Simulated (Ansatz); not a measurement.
```xyz
10
Lattice="3.1962 0.0000 0.0000 -1.5981 2.7680 0.0000 0.0000 0.0000 26.0913" Properties=species:S:1:pos:R:3 pbc="T T T"
P     0.0000    0.0000    7.6239
B     0.0000    1.8454    8.1501
P     0.0000    1.8454   10.1320
B     1.5981    0.9227   10.7736
P     1.5981    0.9227   12.7305
B     0.0000    0.0000   13.3815
P     0.0000    0.0000   15.3461
B     0.0000    1.8454   15.9802
P     0.0000    1.8454   18.0226
B     1.5981    0.9227   18.3161
```

Theory: DFT PBEsol, scalar-relativistic, plane waves, PAW (Ansatz).

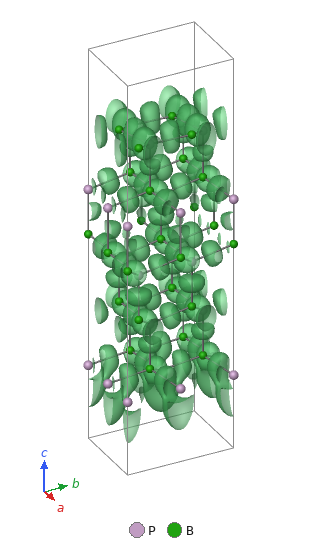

BP (slab). Isosurface of the electron localisation function at 0.8 (green), seen slightly off an axis. Only the valence region is drawn (cores and ρ < 0.01 e/Å³ removed). Sticks mark near contacts.

In a PAW calculation such maps are meaningful between the atoms, not at the nuclei.

> Where are the electrons localised?

At this value the surface marks out 16 regions between bonded B–P atoms and one region on P in which the atom's valence shell and bonds are merged, counted in one cell of 10 atoms. Counts are for one cell; the picture repeats the cell along the surface.

Values along the shortest contacts:
B–P (1.87 Å): the ELF peaks at about 0.95 between the atoms. B–P (1.92 Å): the ELF peaks at about 0.95 between the atoms.
